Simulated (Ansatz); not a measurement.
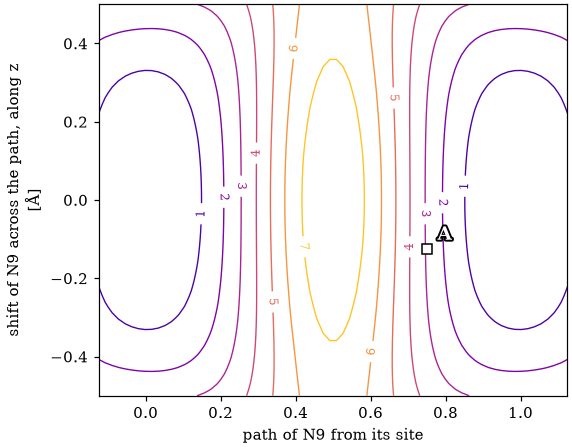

AlN (Fm-3m phase) with one N vacancy (15 atoms in the cell, cell charge +3). An atom moved over a plane that holds its own site and a neighbouring vacancy (x, y and z along the cube axes). First axis: path of N9 from its site (0) to the vacancy (1), 2.878 Å. Second axis: shift of N9 across the path, along z. Nothing is relaxed (all other atoms held at the sites of the perfect crystal). The grid has 11 × 9 points; 25 points were computed and 74 follow by symmetry. Points are written as (first, second). Energies are in eV per cell, from the lowest grid point. The cell is charged on a uniform background, without a charge correction. These are results of Ansatz, DFT PBE, scalar-relativistic, plane waves, PAW, not measurements. Settings: cutoff 420 eV, k-mesh 4×4×4, gaussian smearing 0.05 eV, no spin polarisation.

Drawn: contour lines labelled in eV, the point A. Between grid points the surface is interpolated.

### Which way does the force act at A, and how strong is it?

A, at (0.750, −0.125 Å), is not a stationary point. The computed force is 23 eV for each unit of the axis towards larger values of the first coordinate and 0.36 eV for each Å towards larger values of the second coordinate.
